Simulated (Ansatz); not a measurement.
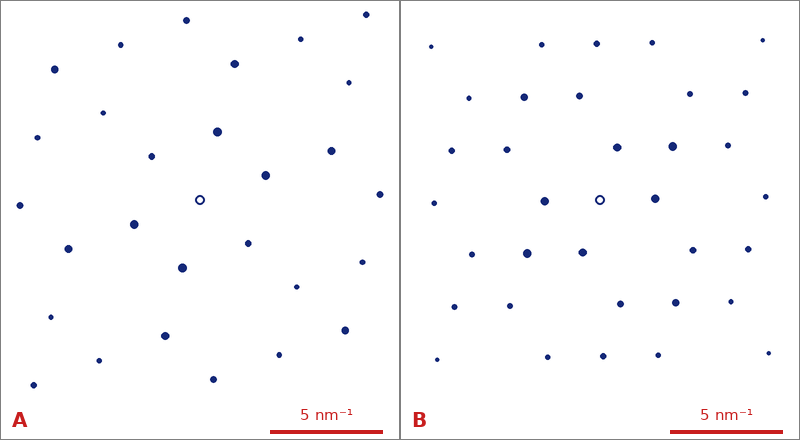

Kinematic electron diffraction patterns (300 kV, B = 0.5 Å², same scale, each along a low-index zone) of two structures of composition Br, each relaxed at zero pressure with Ansatz 0.2.0, DFT r2SCAN, scalar-relativistic, plane waves, PAW.

The structures (standard cells):
1. P6_3/mmc (No. 194), a = 3.946 Å, c = 8.385 Å (hexagonal axes), 4 atoms; generated start, possibly hypothetical
2. Fd-3m (No. 227), a = 6.961 Å, 8 atoms; generated start, possibly hypothetical

Q: Which pattern belongs to which structure, and along which zone?

A: A is structure 1 along [101] or an equivalent direction: centred rectangular net of 0 1 0 at d = 3.42 Å and 1 0 -1 at d = 3.16 Å, 62.4° apart (some points of this net are extinct or too weak to see). B is structure 2 along [110] or an equivalent direction: centred rectangular net of -1 1 -1 at d = 4.02 Å and -1 1 1 at d = 4.02 Å, 70.5° apart (some points of this net are extinct or too weak to see).

Q: Which structure lies lowest at this level of theory, and by how much?

A: Structure 1 (P6_3/mmc, 28.26 Å³ an atom) is the lowest of these; structure 2 (Fd-3m, 42.16 Å³ an atom) lies about 250 meV an atom higher. These are static energies at 0 K; other structures, not shown, may lie lower still.
